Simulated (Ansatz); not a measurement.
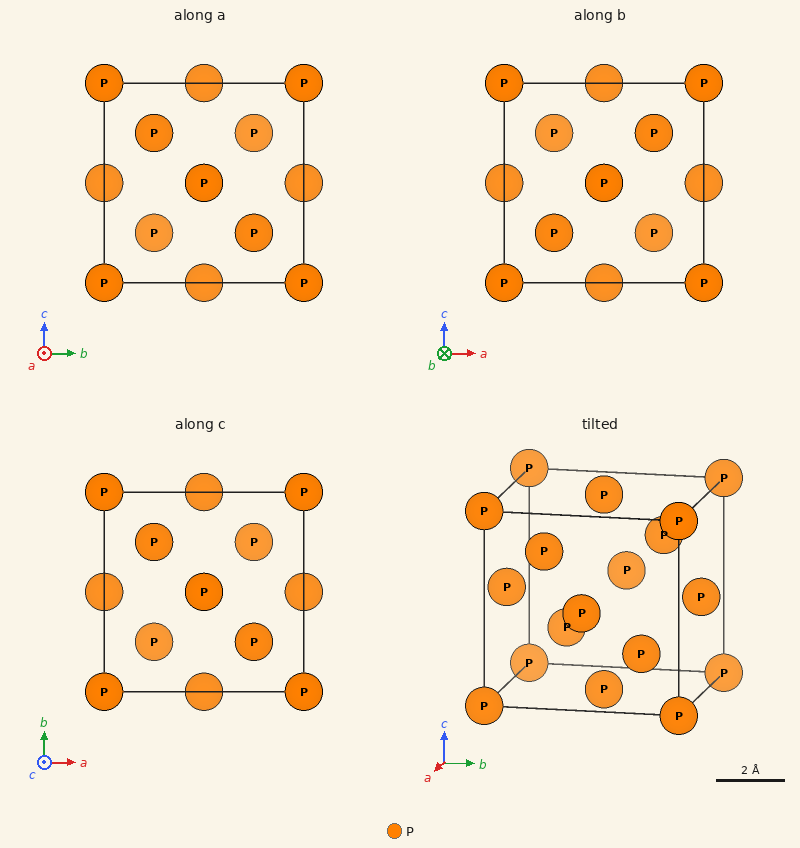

Crystal structure, spheres-only style, seen along the a axis, along the b axis, along the c axis and slightly off an axis. Thin lines show the conventional unit cell, with boundary atoms drawn in all their periodic places.

Lattice parameters: a = 5.9348 Å, b = 5.9348 Å, c = 5.9348 Å, α = 90.000°, β = 90.000°, γ = 90.000°.

### Transcribe the picture into a CIF in P1 with every atom of the cell.

```cif
data_structure
_symmetry_space_group_name_H-M 'P 1'
_symmetry_Int_Tables_number 1
_cell_length_a 5.9348
_cell_length_b 5.9348
_cell_length_c 5.9348
_cell_angle_alpha 90.000
_cell_angle_beta 90.000
_cell_angle_gamma 90.000
_cell_volume 209.03
loop_
_atom_site_label
_atom_site_type_symbol
_atom_site_fract_x
_atom_site_fract_y
_atom_site_fract_z
_atom_site_occupancy
P1 P 0.7500 0.7500 0.2500 1
P2 P 0.0000 0.5000 0.5000 1
P3 P 0.7500 0.2500 0.7500 1
P4 P 0.0000 0.0000 0.0000 1
P5 P 0.2500 0.7500 0.7500 1
P6 P 0.5000 0.5000 0.0000 1
P7 P 0.2500 0.2500 0.2500 1
P8 P 0.5000 0.0000 0.5000 1
```

Provenance: a structure type filled with this element by a generator (whether the element takes this form wasn't checked). Earlier steps of the study may have refined or changed the cell and positions. A calculation with Ansatz used it as input.
